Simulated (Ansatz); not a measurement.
Take the following structure.

```
CELL_PARAMETERS angstrom
8.91066 0.00000 0.00000
0.00000 8.91066 0.00000
0.00000 0.00000 5.21472
ATOMIC_POSITIONS crystal
Si 0.67694 0.67694 0.50000
Si 0.17694 0.82306 0.00000
Si 0.32306 0.67694 0.50000
Si 0.82306 0.82306 0.00000
O 0.75000 0.75000 0.75000
O 0.25000 0.75000 0.25000
O 0.25000 0.75000 0.75000
O 0.75000 0.75000 0.25000
O 0.70894 0.50000 0.50000
O 0.00000 0.79106 0.00000
O 0.00000 0.20894 0.00000
O 0.29106 0.50000 0.50000
Si 0.17694 0.17694 0.00000
Si 0.67694 0.32306 0.50000
Si 0.82306 0.17694 0.00000
Si 0.32306 0.32306 0.50000
O 0.25000 0.25000 0.25000
O 0.75000 0.25000 0.75000
O 0.75000 0.25000 0.25000
O 0.25000 0.25000 0.75000
O 0.20894 0.00000 0.00000
O 0.50000 0.29106 0.50000
O 0.50000 0.70894 0.50000
O 0.79106 0.00000 0.00000
```

Q: Interpret the file: composition, symmetry and coordination.

A: Formula: SiO$_{2}$. It is body-centred tetragonal, space group I4/mmm (No. 139). The cell comprises 8 formula units: 8 Si, 16 O. The polyhedra are SiO4 tetrahedra; they share corners. Each Si is bonded to four O in a tetrahedral arrangement at 1.60 Å. O is coordinated by two Si at 1.60 Å. The bonds build a three-dimensional framework.

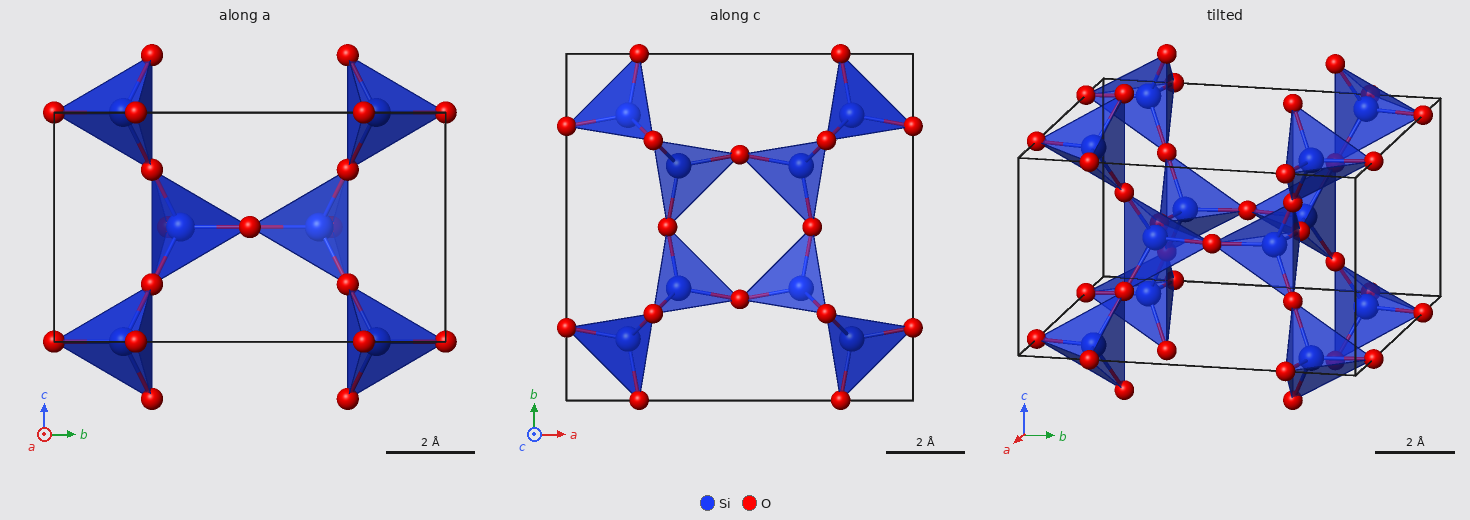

The figure gives a polyhedral picture of the atoms, viewed along the a axis, along the c axis and slightly off an axis. Thin lines show the conventional unit cell, with boundary atoms drawn in all their periodic places. Some neighbours outside the box are added.

The starting point was a structure listed in the Materials Project. Earlier steps of the study, as a rule a relaxation of our own, may have changed the cell and positions, so they can lie some per cent off the listed ones. It went into a calculation with Ansatz.
